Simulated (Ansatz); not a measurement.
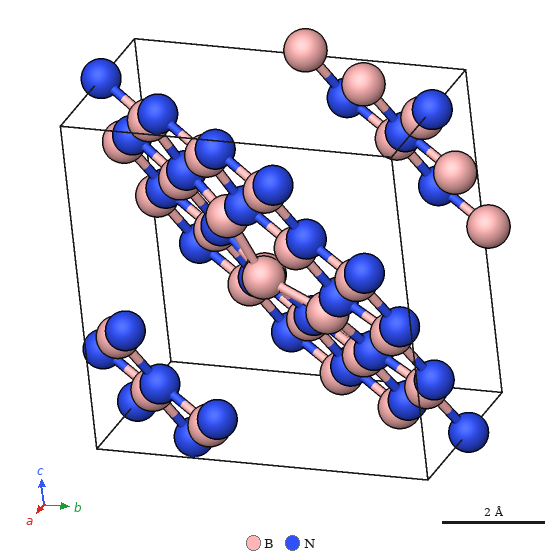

Ball-and-stick drawing of the structure, looking slightly off an axis. The edges of the supercell are marked. The host is BN, in a cell of 48 sites, and the cell is neutral.

**Where does the cell differ from the host, and how?**

Boron on a nitrogen site (an antisite). It is bonded to three B at about 1.6 Å.

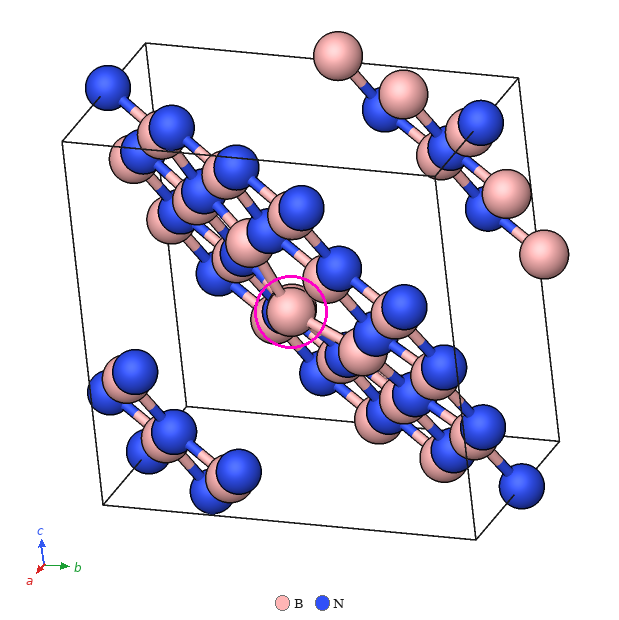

The same cell with a ring at the defect's site.

The atoms were relaxed in the host's cell with DFT PBE+D3(BJ), scalar-relativistic, plane waves, PAW in Ansatz 0.2.0.
